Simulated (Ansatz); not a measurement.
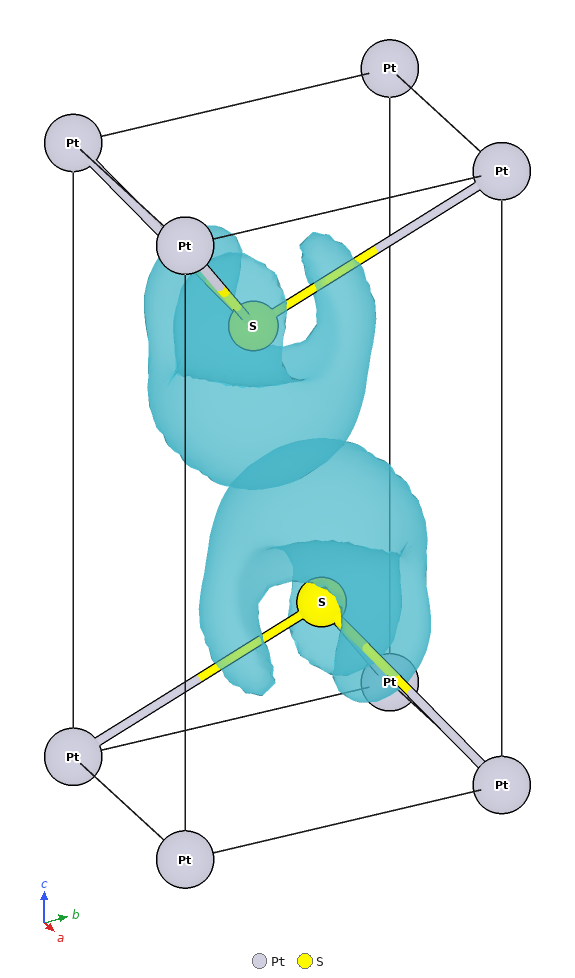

The picture shows: PtS$_{2}$. Isosurface of the ELF at 0.8 (cyan), seen slightly off an axis. Only the valence region is drawn (cores and ρ < 0.01 e/Å³ removed). Sticks mark near contacts.

Space group P-3m1; not relaxed (largest force 0.9 eV/Å); computed pressure about 7 GPa in this cell.

Method: Ansatz 0.2.0, Kohn-Sham DFT of a periodic cell, HSE03, Ansatz PAW.

In a PAW calculation such maps are meaningful between the atoms, not at the nuclei.

Q: Identify the bonds, lone pairs and shells in this picture.

A: The surface consists of two regions wrapped around S (the valence shell of each), counted in one cell of 3 atoms. Regions shared between cells count once.

Values along the shortest contacts:
Pt–S (2.34 Å): the ELF peaks at about 0.90 in the valence shell of S, 0.8 Å from its nucleus, and is about 0.50 at the midpoint.

Q: Does the calculation make it a metal, or give it a gap?

A: It is gapped, with a Kohn–Sham gap of 1.8 eV on the k-point mesh, an upper bound to the gap of this method.
